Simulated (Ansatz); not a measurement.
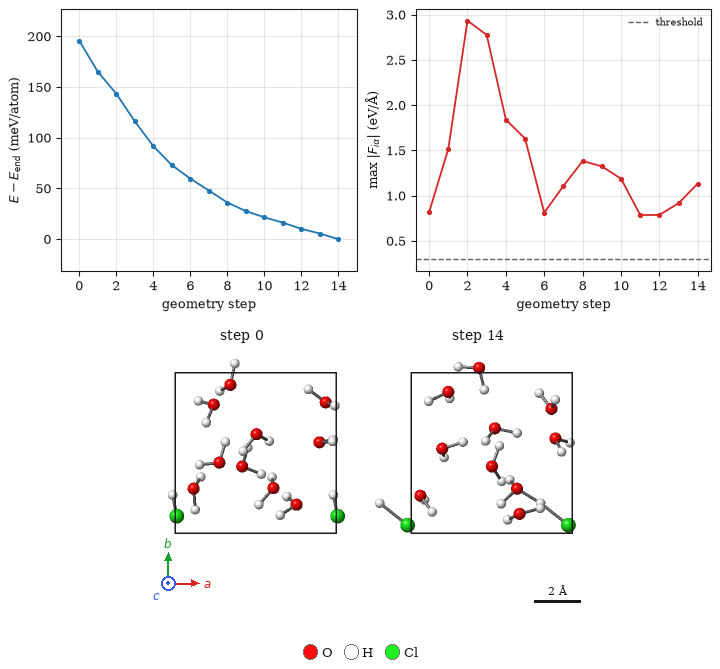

First and last geometry of a relaxation of an amorphous cell of composition H$_{21}$ClO$_{10}$, with the history of the run. The picture is a ball-and-stick view of the cell of the calculation, seen along the c axis.

The cell holds 10 H2O + 1 HCl. The run prepares the start of a later molecular dynamics calculation, from a guessed geometry.

All numbers below come from Ansatz 0.2.0, DFT PBE-D3(BJ), scalar-relativistic, plane waves, PAW.

Input file:
```yaml
accuracy: low
crystal:
  lattice:
    - [7.054004, 0.0, 0.0]
    - [0.0, 7.054004, 0.0]
    - [0.0, 0.0, 7.054004]
  atoms:
    - { symbol: O, position: [0.7540475, 0.1788895, 1.0018015] }
    - { symbol: H, position: [0.6524492, 0.1133765, 1.0669098] }
    - { symbol: H, position: [0.6942032, 0.2290895, 0.8888773] }
    - { symbol: O, position: [0.2390942, 0.8007479, 0.0248024] }
    - { symbol: H, position: [0.1935567, 0.6888785, 0.090108] }
    - { symbol: H, position: [0.1442837, 0.8237029, -0.0718271] }
    - { symbol: O, position: [0.2737271, 0.4398417, 0.471931] }
    - { symbol: H, position: [0.3119833, 0.5684836, 0.4429314] }
    - { symbol: H, position: [0.1512267, 0.4271315, 0.411224] }
    - { symbol: O, position: [0.114312, 0.2782505, 0.998841] }
    - { symbol: H, position: [0.1582452, 0.3513261, 0.8912162] }
    - { symbol: H, position: [0.1240503, 0.1479304, 0.9567093] }
    - { symbol: O, position: [0.9356071, 0.8151026, 0.246639] }
    - { symbol: H, position: [0.9927667, 0.7941568, 0.3697133] }
    - { symbol: H, position: [0.8280373, 0.8961545, 0.2733332] }
    - { symbol: O, position: [0.8963529, 0.5666736, 0.8692984] }
    - { symbol: H, position: [0.9815702, 0.5841134, 0.7630576] }
    - { symbol: H, position: [0.9786449, 0.5718739, 0.9790901] }
    - { symbol: O, position: [0.5051714, 0.6171482, 0.7635817] }
    - { symbol: H, position: [0.5846852, 0.573717, 0.6604094] }
    - { symbol: H, position: [0.4216088, 0.5109858, 0.7880782] }
    - { symbol: O, position: [0.415981, 0.4166455, 0.1239483] }
    - { symbol: H, position: [0.4506926, 0.5338737, 0.1864454] }
    - { symbol: H, position: [0.5347771, 0.3691266, 0.0741216] }
    - { symbol: O, position: [0.3426995, 0.9236663, 0.662093] }
    - { symbol: H, position: [0.3706312, 1.0564998, 0.641397] }
    - { symbol: H, position: [0.276582, 0.8854541, 0.5479809] }
    - { symbol: O, position: [0.6101184, 0.2820807, 0.5044951] }
    - { symbol: H, position: [0.6014871, 0.3496493, 0.3852759] }
    - { symbol: H, position: [0.5199813, 0.1793758, 0.4910691] }
    - { symbol: Cl, position: [1.0095656, 0.1073142, 0.5530335] }
    - { symbol: H, position: [0.9830459, 0.2388933, 0.4309301] }
basis:
  ecutwfc: 420.0
kpoints:
  mp_grid: { grid: [1, 1, 1] }
hamiltonian:
  xc: pbe
  dispersion: d3bj
scf:
  occupations: { method: fermi_dirac, width: 0.02 }
  lower_state_search: "off"
relax:
  f_tol: 0.3
  max_steps: 15
  adjacent_minimum: "off"
output:
  write_density: true
  write_potential: true
  elf: true
  volumetric_format: npy
```

Run as
```bash
ansatz run input.yaml --threads 1 --pin off --max-ram 3072MiB --backend cpu --events-out ev --progress --plain --runs-dir out
```

What do the curves and the structures tell?

Answer. The relaxation stopped without meeting its thresholds, so the last structure isn't shown to be converged. It used up its limit of 15 steps. H27 moves most: 1.52 Å along [3 0 2]. Largest moves by element: H 1.52 Å, O 0.93 Å, Cl 0.46 Å. The cell stays as it was. Some distances before and after: O28–H32 2.699 → 1.212 Å, Cl31–H32 1.280 → 1.580 Å, O10–H11 0.969 → 1.006 Å, O19–H20 0.969 → 1.003 Å. New bonds form: O28–H32 (2.70 → 1.21 Å). Among the angles between lasting bonds that change: H23–O22–H24 104.0° → 108.6°, H29–O28–H30 104.0° → 108.1°, H2–O1–H3 104.0° → 106.9°. The energy falls by 196 meV per atom in 14 geometry steps. The largest force component goes from 0.82 to 1.1 eV/Å.

```json
{"step": "0", "E − E(0), meV/atom": "0.00", "largest force component, eV/Å": "0.8181"}
{"step": "1", "E − E(0), meV/atom": "-30.61", "largest force component, eV/Å": "1.5162"}
{"step": "2", "E − E(0), meV/atom": "-52.33", "largest force component, eV/Å": "2.9348"}
{"step": "3", "E − E(0), meV/atom": "-79.59", "largest force component, eV/Å": "2.7778"}
{"step": "4", "E − E(0), meV/atom": "-104.10", "largest force component, eV/Å": "1.8412"}
{"step": "5", "E − E(0), meV/atom": "-122.82", "largest force component, eV/Å": "1.6309"}
{"step": "6", "E − E(0), meV/atom": "-136.16", "largest force component, eV/Å": "0.8130"}
{"step": "7", "E − E(0), meV/atom": "-147.91", "largest force component, eV/Å": "1.1078"}
{"step": "8", "E − E(0), meV/atom": "-159.77", "largest force component, eV/Å": "1.3836"}
{"step": "9", "E − E(0), meV/atom": "-168.21", "largest force component, eV/Å": "1.3244"}
{"step": "10", "E − E(0), meV/atom": "-174.35", "largest force component, eV/Å": "1.1879"}
{"step": "11", "E − E(0), meV/atom": "-179.60", "largest force component, eV/Å": "0.7870"}
{"step": "12", "E − E(0), meV/atom": "-185.76", "largest force component, eV/Å": "0.7876"}
{"step": "13", "E − E(0), meV/atom": "-190.35", "largest force component, eV/Å": "0.9173"}
{"step": "14", "E − E(0), meV/atom": "-195.91", "largest force component, eV/Å": "1.1347"}
```

Limits of the set-up: the program's low-accuracy preset was used; the periodic images lie only 7.1 Å apart, so the values are limited by the cell's size.
